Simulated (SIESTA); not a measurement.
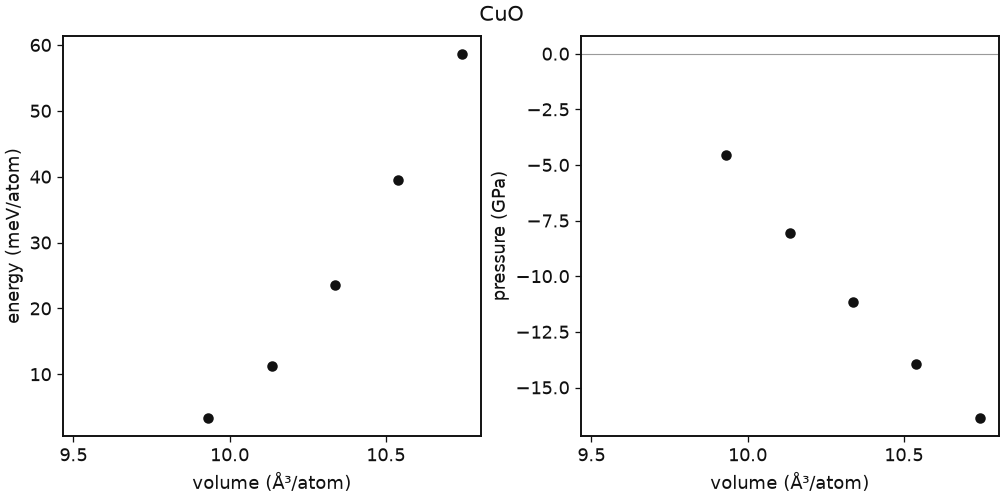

The plot gives the computed energy and pressure against volume for CuO, space group C2/c (No. 15).

Structure:
```
Cu O
1.0
     2.34185   -1.71130    0.00000
     2.34185    1.71130    0.00000
    -0.85003    0.00000    5.05787
Cu O
2 2
Direct
  0.50000 0.00000 0.50000
  0.00000 0.50000 0.00000
  0.41840 0.58160 0.75000
  0.58160 0.41840 0.25000
```

How it was computed, with SIESTA 5.4.2: DFT in numerical atomic orbitals with pseudopotentials, no spin polarisation; energies at scaled volumes of the given cell, shape and fractions fixed, counted from the fit's minimum, third-order Birch-Murnaghan fit. Level: LDA.

- k mesh: 10×10×5
- occupations: Fermi–Dirac
- smearing width: 0.05 eV
- potentials: PseudoDojo 0.4 standard, converted to PSML, two zetas on semicore shells
- program settings: basis DZP, mesh cutoff 800 Ry

The points at volume 9.53 Å³/atom and 9.73 Å³/atom are left out of the plot. What values does the calculation give there?

| volume (Å³/atom) | energy (meV/atom) | pressure (GPa) |
| --- | --- | --- |
| 9.53 | 2.08 | 3.91 |
| 9.73 | 0.04 | −0.58 |

Limits of the calculation: mulliken charges of long orbitals; short basis over semicore shells; shape and atomic fractions are frozen while scaling, which makes layered, chain and framework solids too stiff.
